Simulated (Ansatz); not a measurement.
## Electronic structure of Al$_{23}$N$_{24}$ (cell charge −1, with a compensating background) (cell with a defect) in real space

Input

```
crystal:
  lattice:
    - [3.1302084199, -5.4216800216, 5.0180433219]
    - [3.1302084199, 5.4216800216, 5.0180433219]
    - [-6.2604168399, 0.0, 5.0180433219]
  atoms:
    - { symbol: Al, position: [0.9969232707, 0.6635899374, 0.8302566041] }
    - { symbol: Al, position: [0.3346673149, 0.5008637491, 0.6656415152] }
    - { symbol: Al, position: [0.8341970825, 0.4989748485, 0.1680006482] }
    - { symbol: Al, position: [0.1673273604, 0.3317459246, 0.998312997] }
    - { symbol: Al, position: [0.4990388466, 0.6669185535, 0.3338779035] }
    - { symbol: Al, position: [0.8323081819, 1.0013339815, 0.6675304158] }
    - { symbol: Al, position: [0.1649796637, 0.833994027, 0.4984125913] }
    - { symbol: Al, position: [0.5005445701, 0.1657055133, 0.8335852201] }
    - { symbol: Al, position: [0.665079258, 0.8316463303, 1.0006606937] }
    - { symbol: Al, position: [1.0002518868, 0.1672112368, 0.3323721799] }
    - { symbol: Al, position: [0.3336944122, 1.0003610789, 0.1670277455] }
    - { symbol: Al, position: [0.6644727746, 0.4978686663, 0.8344034549] }
    - { symbol: Al, position: [0.9991747171, 0.833574141, 0.1651506823] }
    - { symbol: Al, position: [0.3318173489, 0.6658413837, 1.0002408077] }
    - { symbol: Al, position: [0.8312019996, 0.6677367883, 0.4978061079] }
    - { symbol: Al, position: [0.1666329166, 0.4996307008, 0.3331083134] }
    - { symbol: Al, position: [0.4997749801, 0.8332995833, 0.6662973674] }
    - { symbol: Al, position: [0.8329640341, 0.1664416467, 0.9999662499] }
    - { symbol: Al, position: [0.1669074744, 0.9984840156, 0.8325080504] }
    - { symbol: Al, position: [0.5011273523, 0.3336793505, 0.1690176346] }
    - { symbol: Al, position: [0.6670126838, 1.0023509679, 0.3344606856] }
    - { symbol: Al, position: [1.0010701216, 0.3311394412, 0.664535333] }
    - { symbol: Al, position: [0.3356843012, 0.167794019, 0.5003460171] }
    - { symbol: "N", position: [0.8094624391, 0.4761291058, 0.6427957724] }
    - { symbol: "N", position: [0.1253275315, 0.7919941981, 0.9586608648] }
    - { symbol: "N", position: [0.4598559613, 0.6280261643, 0.7945045788] }
    - { symbol: "N", position: [0.9613594976, 0.6278379121, 0.2931892946] }
    - { symbol: "N", position: [0.2922905919, 0.4591609141, 0.1263803432] }
    - { symbol: "N", position: [0.6247519435, 0.7943656885, 0.4599803584] }
    - { symbol: "N", position: [0.9611712454, 0.126522628, 0.794692831] }
    - { symbol: "N", position: [0.2930470099, 0.9589572585, 0.6258275808] }
    - { symbol: "N", position: [0.6266470251, 0.2914186101, 0.9610323551] }
    - { symbol: "N", position: [0.7924942474, 0.9597136766, 0.1256239252] }
    - { symbol: "N", position: [0.1276990218, 0.2933136917, 0.4580852768] }
    - { symbol: "N", position: [0.4604911658, 0.1271578325, 0.2938244991] }
    - { symbol: "N", position: [0.439590782, 0.29018722, 0.641548941] }
    - { symbol: "N", position: [0.7930667046, 0.6270442711, 0.9613103467] }
    - { symbol: "N", position: [0.1279770134, 0.4597333712, 0.7937109378] }
    - { symbol: "N", position: [0.6235205534, 0.4748822744, 0.2729241153] }
    - { symbol: "N", position: [0.9611732817, 0.2933502218, 0.125639356] }
    - { symbol: "N", position: [0.2923060227, 0.6278399484, 0.4600168885] }
    - { symbol: "N", position: [0.6266835551, 0.9589726893, 0.794506615] }
    - { symbol: "N", position: [0.9603776044, 0.79464368, 0.6264000379] }
    - { symbol: "N", position: [0.2930753657, 0.1244206374, 0.9617312314] }
    - { symbol: "N", position: [0.4577539708, 0.7950645647, 0.126408699] }
    - { symbol: "N", position: [0.8082156077, 0.1062574486, 0.4568538867] }
    - { symbol: "N", position: [0.128397898, 0.9597420323, 0.2910873041] }
  host:
    lattice:
      - [3.1302084199, 0.0, 0.0]
      - [-1.56510421, 2.7108400108, 0.0]
      - [0.0, 0.0, 5.0180433219]
    atoms:
      - { symbol: Al, position: [0.6666666667, 0.3333333333, 0.4992342259] }
      - { symbol: Al, position: [0.3333333333, 0.6666666667, 0.9992342259] }
      - { symbol: "N", position: [0.6666666667, 0.3333333333, 0.8807657741] }
      - { symbol: "N", position: [0.3333333333, 0.6666666667, 0.3807657741] }
total_charge: -1
basis:
  ecutwfc: 420
  xc_grid: 2
kpoints:
  mp_grid: { grid: [2, 2, 2], shift: [0.5, 0.5, 0.5] }
hamiltonian:
  xc: pbe
scf:
  occupations: { method: gaussian, width: 0.01 }
output:
  forces: true
  stress: false
  eigenvalues: true
  charged_corrections:
    defect_position: [0.66641141, 0.33307808, 0.49974474]
    epsilon: [[8.2944, 0.0, 0.0], [0.0, 8.2944, 0.0], [0.0, 0.0, 9.8365]]
  write_density: true
  write_potential: true
  elf: true
  volumetric_format: npy
relax:
  adjacent_minimum: "off"
  f_tol: 0.025
  max_steps: 45
```

Launched as:

```sh
ansatz run input.yaml --threads 4 --pin off --max-ram 6144MiB --backend cpu --events-out ev --progress --plain --runs-dir out
```

The fields are those of the relaxed geometry.

The calculation used DFT PBE, scalar-relativistic, plane waves, PAW in Ansatz 0.2.0.

In a PAW calculation such maps are meaningful between the atoms, not at the nuclei.

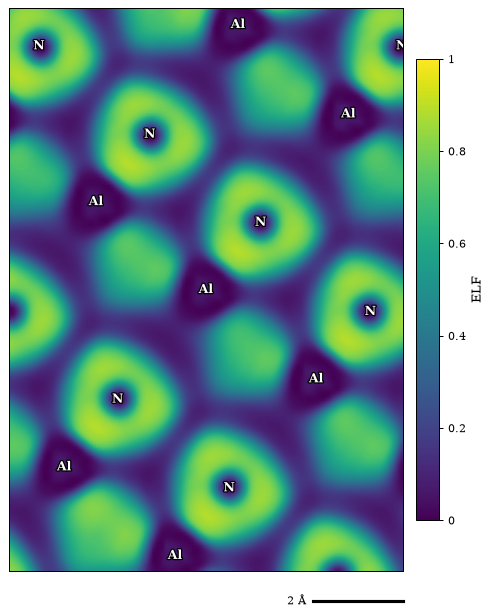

Figure 1. ELF on the (11̄0) plane of the calculation cell.

### What does the map show?

The plane passes through Al and N nuclei. Atoms just off the plane (Al, 0.9 Å away and N, 0.7 Å away) can leave unmarked features too.

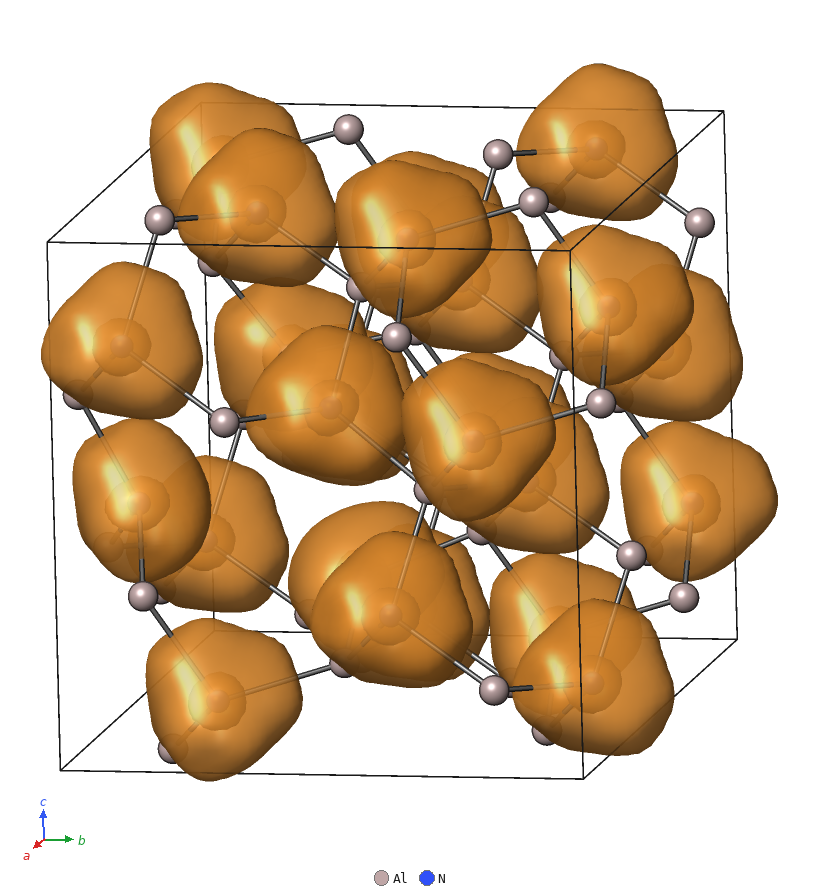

Figure 2. Isosurface of the electron localisation function at 0.65 (orange), seen slightly off an axis. Only the valence region is drawn (cores and ρ < 0.01 e/Å³ removed). Sticks mark near contacts.

### What do the ELF domains correspond to?

At this value the surface marks out 24 regions on N in which the atom's valence shell and bonds are merged, counted in one cell of 47 atoms. Regions shared between cells count once. Along the contacts the grid gives the following. Al–N (1.83 Å): the ELF peaks at about 0.90 in the valence shell of N, 0.7 Å from its nucleus, and is about 0.85 at the midpoint. Al–N (1.89 Å): the ELF peaks at about 0.90 in the valence shell of N, 0.8 Å from its nucleus, and is about 0.85 at the midpoint.

### Metal or insulator at this level of theory?

It is metallic or semimetallic at this level of theory: no gap opens.
